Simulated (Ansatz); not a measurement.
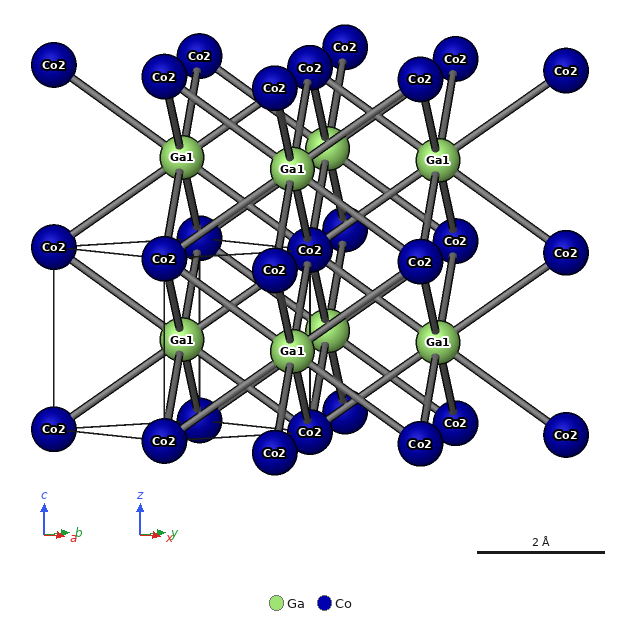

Energy scan for solid GaCo (Pm-3m), in which Co2 (one in each cell of 2 atoms) is moved over the plane of the Cartesian directions [1 1 0] and z, all else fixed. The picture shows the reference cell. The picture is a ball-and-stick view of the cell of the calculation, repeated 2 × 2 × 2 with one cell outlined, seen nearly along the normal of the scanned plane.

All numbers below come from DFT PBEsol, scalar-relativistic, plane waves, PAW (Ansatz). (plane-wave cutoff 420 eV; k-point mesh 16 × 16 × 16; occupations gaussian; smearing width 0.15 eV; no spin polarisation). Energies (free energies at the smearing named) are counted from the cell as listed in its source, which wasn't relaxed.

```
Ga Co
1.0
     2.88310    0.00000    0.00000
     0.00000    2.88310    0.00000
     0.00000    0.00000    2.88310
Ga Co
1 1
Direct
  0.50000 0.50000 0.50000
  0.00000 0.00000 0.00000
```

Give the energy at each point on a grid with rows −0.20, −0.10, 0.00, 0.10, 0.20 and columns −0.20, −0.10, 0.00, 0.10, 0.20 (displacement along [1 1 0] (Å); displacement along z (Å)).

Answer. Rows: displacement along [1 1 0] (Å); columns: displacement along z (Å); values in meV/cell.

```csv
,−0.20,−0.10,0.00,0.10,0.20
−0.20,253.5,151.8,117.9,151.8,253.5
−0.10,146.3,57.9,28.4,57.9,146.3
0.00,112.3,28.1,0.0,28.1,112.3
0.10,146.3,57.9,28.4,57.9,146.3
0.20,253.5,151.8,117.9,151.8,253.5
```

In pairs of (displacement along [1 1 0] (Å); displacement along z (Å)): the lowest computed point lies at (0.00, 0.00) (0.0 meV/cell), the highest at (−0.20, −0.20), (0.20, 0.20), (0.20, −0.20), (−0.20, 0.20) (253.5 meV/cell).  Over the ranges scanned the energy rises by about as much along both axes.

As a map, interpolated between the computed points (dots):

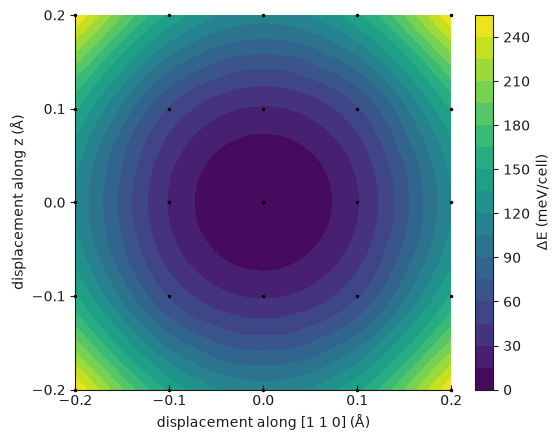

Limits of the set-up: an element that often carries a moment was run without spin polarisation.
